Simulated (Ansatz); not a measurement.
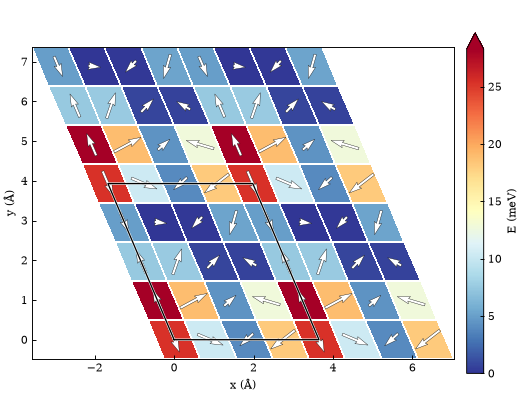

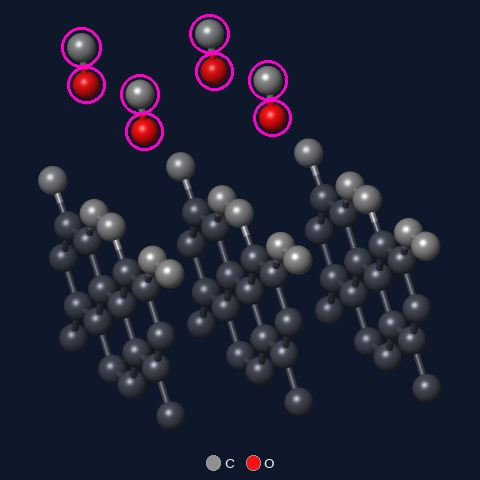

Energy landscape of CO on a C(110) slab cut from the R-3m phase, its upper half relaxed before the scan (10 atoms of substrate and one adsorbate in a 1 × 1 cell). 
- CO (O end down) is moved over the surface cell at a fixed height above a rigid substrate; the origin of the map has the adsorbate above C9; the height is held at 3.20 Å.
- Places are given modulo a cell vector. The map is drawn in real space over the plane of the surface.
- The scan uses a 4 × 4 grid.
- All energies are given in meV relative to the lowest grid point.
- With one adsorbate in each 1 × 1 cell, its nearest image is 3.6 Å away, so neighbouring adsorbates interact. At a fixed height the lowest place need not be the adsorption site.
- Method: DFT PBE+D3(BJ), scalar-relativistic, plane waves, PAW in Ansatz. Settings: cutoff 420 eV, k-mesh 8×7×1, gaussian smearing 0.05 eV, no spin polarisation.

Drawn: one coloured cell a grid point, arrows along the force (downhill), their lengths compressed, the outline of one cell of the 2 × 2 shown, one colour for all values above the top of the scale. The second picture is the structure at the lowest point; rings mark the moved atoms.

Where are the lowest and the highest points?

The lowest grid point is at (1/4, 3/4) of the cell vectors. The highest grid point, (0/4, 1/4) of the cell vectors, lies 28.3 meV above the lowest.

Each point was launched as `ansatz run input.yaml --threads 1 --pin off --max-ram 3072MiB --backend cpu --events-out ev --progress --plain --runs-dir out`. Time for the 16 points that were run: 11 min on 1 thread of Arm Neoverse V2, on a shared host.

PAW datasets: the set soft_1.
